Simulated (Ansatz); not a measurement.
# Nb(100) film, 1 layer, flat: channels in plane against thickness

Wanted: in-plane conductance by layer count, from Nb(100) film, 1 layer, flat.

Calculated with Ansatz 0.2.0; Ansatz plane-wave DFT, PBE, PAW files; ballistic transport by layer matching (Landauer), zero bias.

## Step 1: The structure

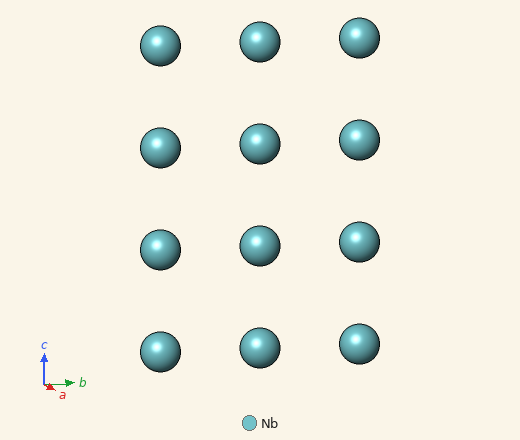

Start, viewed from the side, with the c axis up; niobium teal. 1×2×3 cells are drawn. Some periodic images of atoms are drawn too.

The cell holds 1 atom: 1 Nb. Its edges and angles: a = 11.000 Å, b = 3.306 Å, c = 3.306 Å, α = 90.0°, β = 90.0°, γ = 90.0°. It derives from Nb. Vacuum lies along a. The structure's axis is c.

## Step 2: With 1 layer

Vacuum lies along the first vector, which takes one k-point, and the current runs in the film's plane. One period is a perfect wire, so its channels are the result. Energies from -0.27 to 0.27 eV in steps of 0.036 eV cover the slope of the Fermi function at 300 K, so the program can form a conductance.

Input file input.yaml:

```yaml
crystal:
  lattice:
    - [11.0, 0.0, 0.0]
    - [0.0, 3.3063, 0.0]
    - [0.0, 0.0, 3.3063]
  atoms:
    - { symbol: Nb, position: [0.4090909091, 0.0, 0.0] }
kpoints:
  mp_grid: { grid: [1, 13, 13] }
hamiltonian:
  xc: pbe
scf:
  occupations: { method: fermi_dirac, width: 0.1 }
output:
  transmission:
    leads: [[0, 0]]
    kmesh: [1, 38]
    e_range: [-0.27, 0.27]
    de: 0.036
```

The run is started by

```console
ansatz run input.yaml --threads 4 --pin off --max-ram 8192MiB --backend cpu --events-out ev --progress --plain --runs-dir out
```

Numbers of over 12 decimals in the logs are rounded to 6 here.

The program printed:

```text
Engine: ansatz 0.2.0, aarch64-unknown-linux-gnu
Pseudopotentials: kind: paw
Pseudopotential: Nb, paw, valence charge 13, recommended cutoff 420 eV (normal), Nb.paw.azcp
Functional definition: PBE
  parameter kappa = 0.804
  parameter beta = 0.066725
  exchange = pbe_x(kappa = kappa, mu = beta*pi^2/3)
  correlation = pbe_c(beta = beta)
Crystal: 1 atoms, lattice volume = 120.248 Å³
Basis set: ecut = 420 eV, 2373 PW (Γ)
Bands: 11, of which v1, the nominal top of the filled ones, is band 7 counted from 1 (6 counted from 0)
Symmetry: 16 space group operations
Space group: P4/mmm (ITA 123), of the structure as read, at distance tolerance 4.9e-5 Å
k-points: 28 of 169
Non-local potential: Nb, projectors of the file, l = 0: 3, l = 1: 2, l = 2: 2, l = 3: 1
PAW form: soft (Blöchl's): semilocal exchange-correlation on the pseudo side does not see the compensation charge
PAW one-centre angular grid: Nb, 590 points (default); XC on 64 Gauss nodes
Initial density: superposition of atomic densities (neutral atoms: chi_scale 0, normalization atom), corrected by the library's trained network
Initial wavefunctions: pseudopotential atomic-orbital guess
Functional: x = pbe(κ = 0.804, μ = 0.219515), c = pbe(β = 0.066725)
SCF iter   1: F=—  HF=-4547.681472 eV  |F-HF|=—  |Δ(HF+E_count)|=         —  Δρ=2.41e-3  dr2=6.40e-3  ethr=1.77e-3  ⟨swp⟩=4.9  Hψ=1757  notcnv=0
preconditioner: auto → LDOS  [metal: Δε(μ)=0.014 eV  Ē_g=2.471 eV  σ=0.100 eV  W_gap=0.04  n_scr=6 (ndim 8)  ℏωp=7.6 eV  f_vac=0.562  D(μ)=4.51/eV (n_scr^D=36)  β→1.0]
SCF iter   2: F=—  HF=-4547.682070 eV  |F-HF|=—  |Δ(HF+E_count)|=   5.98e-4  Δρ=1.47e-3  dr2=2.42e-3  ethr=4.93e-5  ⟨swp⟩=2.5  Hψ=720  notcnv=0
SCF iter   3: F=—  HF=-4547.681636 eV  |F-HF|=—  |Δ(HF+E_count)|=   4.35e-4  Δρ=5.68e-4  dr2=4.23e-4  ethr=1.86e-5  ⟨swp⟩=2.1  Hψ=484  notcnv=0
SCF iter   4: F=—  HF=-4547.681617 eV  |F-HF|=—  |Δ(HF+E_count)|=   1.86e-5  Δρ=2.50e-4  dr2=8.64e-5  ethr=3.25e-6  ⟨swp⟩=1.0  Hψ=308  notcnv=0
SCF iter   5: F=—  HF=-4547.681616 eV  |F-HF|=—  |Δ(HF+E_count)|=   1.29e-6  Δρ=5.01e-5  dr2=3.15e-6  ethr=6.64e-7  ⟨swp⟩=2.7  Hψ=395  notcnv=0
SCF iter   6: F=—  HF=-4547.681616 eV  |F-HF|=—  |Δ(HF+E_count)|=   7.97e-8  Δρ=7.37e-6  dr2=1.61e-7  ethr=2.42e-8  ⟨swp⟩=2.3  Hψ=462  notcnv=0
SCF iter   7: F=-4547.681616 eV  HF=-4547.681616 eV  |F-HF|=3.66e-9  |Δ(HF+E_count)|=   4.74e-8  Δρ=2.70e-6  dr2=1.34e-8  ethr=7.69e-10  ⟨swp⟩=3.0  Hψ=1043  notcnv=0
SCF 1 converged in 7 iterations: F = -4547.681616 eV  dr2 = 1.34e-8
  greatest PAW one-centre occupation: 0.998 electrons in one spin orbital (limit 2), on the Nb atom at site 0 (counted from 0), in its partial waves of l = 0
transmission: 10 of 100 steps passed
transmission: 20 of 100 steps passed
[...]
transmission: 100 of 100 steps passed
SCF converged after 7 iterations
Free energy (F): -4547.681616 eV
Harris-Foulkes:  -4547.681616 eV  (|F-HF|=3.66e-9)
Internal energy: -4547.534893 eV  (E = F + TS)
E sigma→0 (E₀):  -4547.608254 eV
Entropy (-TS):   -0.146723 eV (-146.723 meV/atom)
Fermi energy:    -0.593418 eV
--- Per-component energies (eV) ---
  E_band       = -311.740332
  E_kinetic    = 382.929566
  E_local      = -2809.587853  (includes V_loc(G=0)·N_el)
  E_nonlocal   = 122.846717
  E_hartree    = 1151.428118
  E_xc         = -168.207723
  E_vxc        = -203.033374  (∫ρ·V_xc dr)
  E_paw        = -3073.754391  (= ΣΔE_a)
  E_vpaw       = -107.745597  (= ΣTr[D̂ρ^β])
  E_aug_tail   = 0.000007  (compensation charges beyond the density's cutoff)
  E_ewald      = -153.189334
  E_smearing   = -0.146723  (= −TS)
  E_closure    = -0.000000  (closes the sum)
  Σ components = -4547.681616   (vs F -4547.681616, Δ=0.00e0)
--- Band table (eV; the first three rows and the last of 28) ---
  k-point 0: bands = [... 3 lower, -31.8925, -3.7152, -1.7870, -0.9039, 0.4288, 0.7211, 0.7211, 1.6944]
  k-point 1: bands = [... 3 lower, -31.8915, -3.6077, -1.7234, -0.8667, 0.1246, 0.7317, 1.0242, 1.6087]
  k-point 2: bands = [... 3 lower, -31.8887, -3.3057, -1.5320, -0.7570, -0.2875, 0.7612, 1.3838, 1.4575]
  k-point 27: bands = [... 3 lower, -32.0832, -1.9531, -0.8207, -0.7988, 0.2888, 2.2795, 3.4271, 4.0580]
--- Transmission ---
  basis      : 323 plane waves across, 5 finite elements along
  points     : 20, standing for a mesh of 1 x 38
  filling    : by the input's occupations and mesh, since the crystals that have channels conduct as metals do. If one of these is a semiconductor, that mesh has misplaced its level
  energies   : 16 from -0.270000 to 0.270000 eV about the Fermi level, 0.036000 eV apart; the leads are filled to 0.000000 eV, and channels, transmission and decay are at 0.018000 eV
  crystal 0  : Nb1, at the sites [0, 0], period 3.3063 Å: whole cells are its period
    offset         : up to 0.0000 Å between an atom of the period and one for which it stands
    filled         : 1.0 meV under the level at which it is neutral
    channels       : 2.578947e0 a spin
    conductance    : 5.2150e14 S/m² at 300 K; may be off by some 0.0 % by where its bands' edges are placed, 8.4 % from the k-mesh, 0.1 % from the distance to neutral
```

The job ended after 3.6 min (4 threads of Arm Neoverse V1, shared host; peak memory 0.84 GiB).

In the SCF lines HF is the Harris–Foulkes energy and dr2 the Hartree energy of the density residual, in eV; the loop may stop once dr2 is under the threshold and the program's other checks hold. Hψ counts applications of the Hamiltonian.

Numbers from this step:

```
free energy                                    : -4547.6816 eV
energy at zero smearing                        : -4547.6083 eV
Fermi energy                                   : -0.5934 eV
cell area                                      : 36.37 Å²
open channels per spin nearest the Fermi level : 2.368
estimated errors of the lead's conductance     : 0, 8.4, 0.1 % (band edges, k-mesh, distance from neutral)
lead conductance per cell                      : 2.448 G₀
```

Per spin. Open channels, zone mean, lead against energy, zero at the Fermi level:

| energy (eV) | open channels, zone mean, lead |
| --- | --- |
| -0.270 | 2.11 |
| -0.234 | 2.26 |
| -0.198 | 1.89 |
| -0.162 | 1.84 |
| -0.126 | 2.05 |
| -0.090 | 2.21 |
| -0.054 | 2.26 |
| -0.018 | 2.37 |
| 0.018 | 2.58 |
| 0.054 | 2.74 |
| 0.090 | 2.47 |
| 0.126 | 2.63 |
| 0.162 | 2.42 |
| 0.198 | 2.37 |
| 0.234 | 2.37 |
| 0.270 | 2.37 |

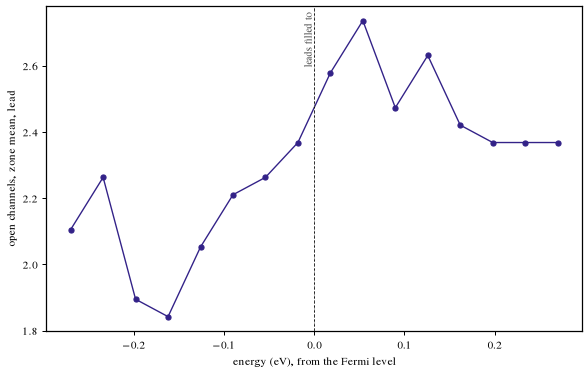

Open channels, zone mean, lead against energy.

The program's largest error estimate for it is 8.4 %, from the k-mesh.

## Step 3: With 2 layers, thickness 3.306 A

The film grows to 2 layers.

System of this step: Nb(100) film, 2 layers, flat. The cell holds 2 atoms: 2 Nb. Its edges and angles: a = 12.653 Å, b = 3.306 Å, c = 3.306 Å, α = 90.0°, β = 90.0°, γ = 90.0°. It derives from Nb. Vacuum lies along a. The structure's axis is c.

input.yaml, the sections that differ from step 2:

```yaml
crystal:
  lattice:
    - [12.65315, 0.0, 0.0]
    - [0.0, 3.3063, 0.0]
    - [0.0, 0.0, 3.3063]
  atoms:
    - { symbol: Nb, position: [0.3556426661, 0.0, 0.0] }
    - { symbol: Nb, position: [0.4862939268, 0.5, 0.5] }
# kpoints, hamiltonian, scf, output: as in step 2
```

The program printed:

```text
[...]
Crystal: 2 atoms, lattice volume = 138.319 Å³
Basis set: ecut = 420 eV, 2739 PW (Γ)
Bands: 17, of which v1, the nominal top of the filled ones, is band 13 counted from 1 (12 counted from 0)
Symmetry: 16 space group operations
[...]
k-points: 28 of 169
[...]
k-point 27: bands = [... 9 lower, -0.1043, 0.5308, 0.5512, 2.9589, 3.0375, 4.2787, 4.3030, 4.8768]
--- Transmission ---
  basis      : 365 plane waves across, 5 finite elements along
  points     : 20, standing for a mesh of 1 x 38
[...]
crystal 0  : Nb2, at the sites [0, 0], period 3.3063 Å: whole cells are its period
[...]
filled         : 27.8 meV under the level at which it is neutral
    channels       : 2.473684e0 a spin
[...]
[key lines of the parts left out:]
SCF converged after 7 iterations
Free energy (F): -9100.925312 eV
Fermi energy:    2.161998 eV
```

The job ended after 4.9 min (4 threads; peak memory 1.3 GiB; 18 min of CPU time).

This step gave:

- free energy: -9100.9253 eV
- energy at zero smearing: -9100.8528 eV
- Fermi energy: 2.162 eV
- cell area: 41.84 Å²
- estimated errors of the lead's conductance: 0, 5.5, 5.8 % (band edges, k-mesh, distance from neutral)
- lead conductance per cell: 2.497 G₀

Per spin. Table of open channels, zone mean, lead by energy, zero at the Fermi level:

| energy (eV) | open channels, zone mean, lead |
| --- | --- |
| -0.270 | 2.32 |
| -0.234 | 2.11 |
| -0.198 | 2 |
| -0.162 | 1.84 |
| -0.126 | 1.89 |
| -0.090 | 2.16 |
| -0.054 | 2.26 |
| -0.018 | 2.37 |
| 0.018 | 2.47 |
| 0.054 | 2.84 |
| 0.090 | 3.05 |
| 0.126 | 3 |
| 0.162 | 2.89 |
| 0.198 | 2.89 |
| 0.234 | 3 |
| 0.270 | 2.74 |

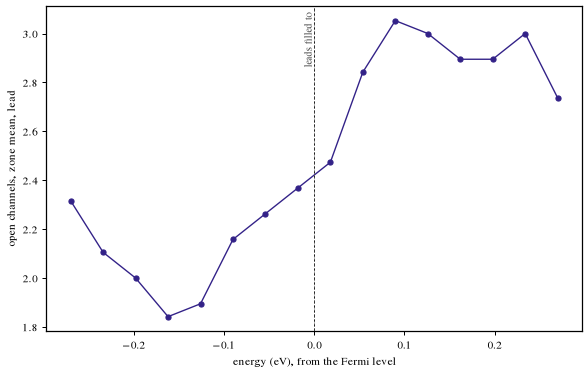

Open channels, zone mean, lead, plotted against energy.

The lead conductance per cell is 2.50 G₀, 2.0 % over the 2.45 G₀ of the last finished run, within the error estimates, leads' steps apart, of 8.4 and 5.8 %.

## Step 4: With 3 layers, thickness 4.959 A

The film grows to 3 layers.

System of this step: Nb(100) film, 3 layers, flat. The cell holds 3 atoms: 3 Nb. Its edges and angles: a = 14.306 Å, b = 3.306 Å, c = 3.306 Å, α = 90.0°, β = 90.0°, γ = 90.0°. It derives from Nb. Vacuum lies along a. The structure's axis is c.

input.yaml, the sections that differ from step 3:

```yaml
crystal:
  lattice:
    - [14.3063, 0.0, 0.0]
    - [0.0, 3.3063, 0.0]
    - [0.0, 0.0, 3.3063]
  atoms:
    - { symbol: Nb, position: [0.3145467382, 0.0, 0.0] }
    - { symbol: Nb, position: [0.4301007249, 0.5, 0.5] }
    - { symbol: Nb, position: [0.5456547116, 0.0, 0.0] }
# kpoints, hamiltonian, scf, output: as in step 3
```

The program printed:

```text
[...]
Crystal: 3 atoms, lattice volume = 156.391 Å³
Basis set: ecut = 420 eV, 3111 PW (Γ)
Bands: 24, of which v1, the nominal top of the filled ones, is band 20 counted from 1 (19 counted from 0)
Symmetry: 16 space group operations
[...]
k-points: 28 of 169
[...]
k-point 27: bands = [... 16 lower, 2.6487, 3.0615, 3.0935, 5.5210, 5.5805, 6.0652, 6.3031, 6.6403]
--- Transmission ---
  basis      : 421 plane waves across, 5 finite elements along
  points     : 20, standing for a mesh of 1 x 38
[...]
crystal 0  : Nb3, at the sites [0, 0], period 3.3063 Å: whole cells are its period
[...]
filled         : 37.3 meV under the level at which it is neutral
    channels       : 2.315789e0 a spin
[...]
[key lines of the parts left out:]
SCF converged after 8 iterations
Free energy (F): -13653.463230 eV
Fermi energy:    4.113877 eV
```

It took 9 min on 4 threads; peak memory 1.6 GiB.

Numbers from this step:

- free energy: -13653.4632 eV
- energy at zero smearing: -13653.3848 eV
- Fermi energy: 4.114 eV
- cell area: 47.30 Å²
- open channels per spin nearest the Fermi level: 2.211
- estimated errors of the lead's conductance: 0, 10.2, 3.9 % (band edges, k-mesh, distance from neutral)
- lead conductance per cell: 2.247 G₀

Per spin. Table of open channels, zone mean, lead by energy, zero at the Fermi level:

| energy (eV) | open channels, zone mean, lead |
| --- | --- |
| -0.270 | 2.63 |
| -0.234 | 2.68 |
| -0.198 | 2.53 |
| -0.162 | 2.47 |
| -0.126 | 2.47 |
| -0.090 | 2.37 |
| -0.054 | 2.32 |
| -0.018 | 2.21 |
| 0.018 | 2.32 |
| 0.054 | 2.13 |
| 0.090 | 2 |
| 0.126 | 2.05 |
| 0.162 | 2.47 |
| 0.198 | 2.95 |
| 0.234 | 2.68 |
| 0.270 | 2.89 |

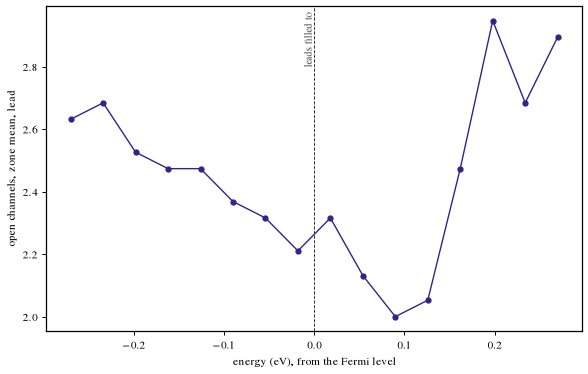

Open channels, zone mean, lead, plotted against energy.

The lead conductance per cell is 2.25 G₀, 10.0 % under the 2.50 G₀ of the last finished run, within the error estimates, leads' steps apart, of 5.8 and 10 %.

## Step 5: With 4 layers, thickness 6.613 A

The film grows to 4 layers.

System of this step: Nb(100) film, 4 layers, flat. The cell holds 4 atoms: 4 Nb. Cell: a = 15.959 Å, b = 3.306 Å, c = 3.306 Å, α = 90.0°, β = 90.0°, γ = 90.0°. It derives from Nb. Vacuum lies along a. The structure's axis is c.

input.yaml, the sections that differ from step 4:

```yaml
crystal:
  lattice:
    - [15.95945, 0.0, 0.0]
    - [0.0, 3.3063, 0.0]
    - [0.0, 0.0, 3.3063]
  atoms:
    - { symbol: Nb, position: [0.281964604, 0.0, 0.0] }
    - { symbol: Nb, position: [0.3855490007, 0.5, 0.5] }
    - { symbol: Nb, position: [0.4891333975, 0.0, 0.0] }
    - { symbol: Nb, position: [0.5927177942, 0.5, 0.5] }
# kpoints, hamiltonian, scf, output: as in step 4
```

The program printed:

```text
[...]
Crystal: 4 atoms, lattice volume = 174.463 Å³
Basis set: ecut = 420 eV, 3437 PW (Γ)
Bands: 32, of which v1, the nominal top of the filled ones, is band 26 counted from 1 (25 counted from 0)
Symmetry: 16 space group operations
[...]
k-points: 28 of 169
[...]
--- Transmission ---
  basis      : 467 plane waves across, 5 finite elements along
  points     : 20, standing for a mesh of 1 x 38
[...]
crystal 0  : Nb4, at the sites [0, 0], period 3.3063 Å: whole cells are its period
[...]
filled         : 38.8 meV under the level at which it is neutral
    channels       : 3.105263e0 a spin
[...]
slowest decay  : 0.0272 /Å at (0.0000, 0.3684)
[key lines of the parts left out:]
SCF converged after 9 iterations
Free energy (F): -18205.632426 eV
Fermi energy:    5.517080 eV
```

The job ended after 17 min (4 threads; peak memory 2.1 GiB; 65 min of CPU time).

Numbers from this step:

```yaml
free_energy: -18205.6324 eV
energy_at_zero_smearing: -18205.5143 eV
fermi_energy: 5.517 eV
cell_area: 52.77 Å²
open_channels_per_spin_nearest_the_fermi_level: 2.579
estimated_errors_of_the_lead_s_conductance: 0.1, 7.4, 13.6 % (band edges, k-mesh, distance from neutral)
lead_conductance_per_cell: 2.925 G₀
```

Per spin. Open channels, zone mean, lead against energy, zero at the Fermi level:

| energy (eV) | open channels, zone mean, lead |
| --- | --- |
| -0.270 | 3.03 |
| -0.234 | 2.71 |
| -0.198 | 2.71 |
| -0.162 | 2.66 |
| -0.126 | 2.61 |
| -0.090 | 2.34 |
| -0.054 | 2.16 |
| -0.018 | 2.58 |
| 0.018 | 3.11 |
| 0.054 | 3.74 |
| 0.090 | 3.21 |
| 0.126 | 3.42 |
| 0.162 | 3.68 |
| 0.198 | 4.11 |
| 0.234 | 4.39 |
| 0.270 | 4.87 |

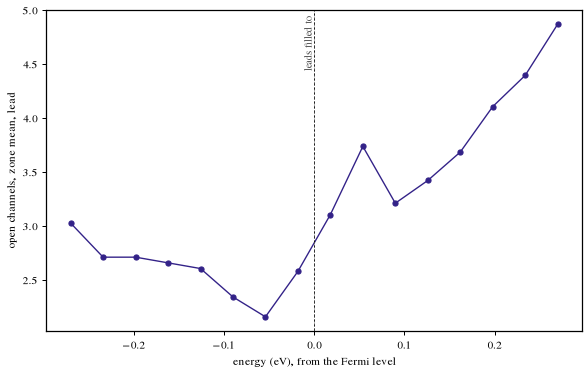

Open channels, zone mean, lead against energy.

The lead conductance per cell is 2.92 G₀, 30 % over the 2.25 G₀ of the last finished run.

(Part 1 of 2 ends here.)

[Logs are printed without paths, hosts, clocks, repeated set-up lines and the standing remarks that a program may print on its own settings, such as how far it seeks lower states.]

[Hosts, paths, dates, database ids (printed as entryN), source tags and the programs' standing remarks are cut or masked in the printed files.]
